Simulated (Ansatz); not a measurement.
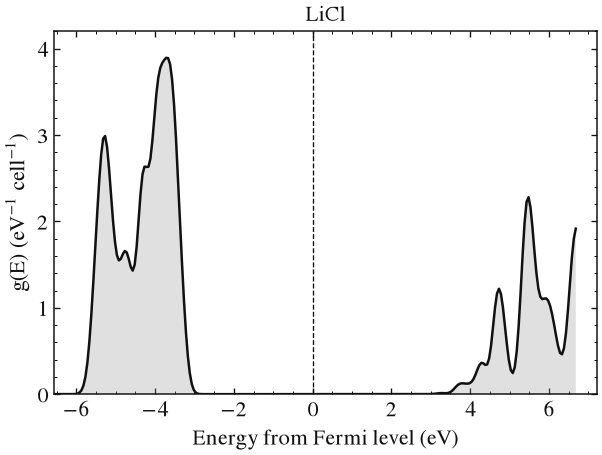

Density of states. Energies are counted from the Fermi level, put mid-gap where there is a gap. The curve is built from the levels of the k mesh with Gaussians 0.3 eV wide, which also blur the band edges.

This input was run:

```
crystal:
  lattice:
    - [0.0, 2.6715575456, 2.6715575456]
    - [2.6715575456, 0.0, 2.6715575456]
    - [2.6715575456, 2.6715575456, 0.0]
  atoms:
    - { symbol: Li, position: [0.0, 0.0, 0.0] }
    - { symbol: Cl, position: [0.5, 0.5, 0.5] }
kpoints:
  mp_grid: { grid: [8, 8, 8] }
  band_path:
    path:
      - [0.0, 0.0, 0.0]
      - [0.5, 0.0, 0.5]
      - [0.625, 0.25, 0.625]
      - [0.375, 0.375, 0.75]
      - [0.5, 0.5, 0.5]
      - [0.5, 0.25, 0.75]
      - [-0.072917, 0.0, 0.072917]
    npoints: 1
hamiltonian:
  xc: r2scan
scf:
  occupations: { method: fixed }
  n_extra_bands: 4
output:
  forces: true
  stress: true
  eigenvalues: true
```

Run as:
```bash
ansatz run input.yaml --threads 4 --pin off --max-ram 5529MiB --backend cpu --events-out ev --progress --plain --runs-dir out
```

Metal or insulator, going by the density of states?

There is a gap; over the k points computed it is 6.54 eV (direct among those points).

How wide is the upper valence band?

The upper group of valence states starts about 2.4 eV under the valence-band top (which lies at −3.3 eV on this axis), with a gap beneath it; it holds about 6 electrons a cell.

Where is the tallest peak of the filled states in the window?

Within the window shown, the tallest peak of the filled states lies 0.4 eV under the valence-band top, at about 3.9 states per eV and cell.
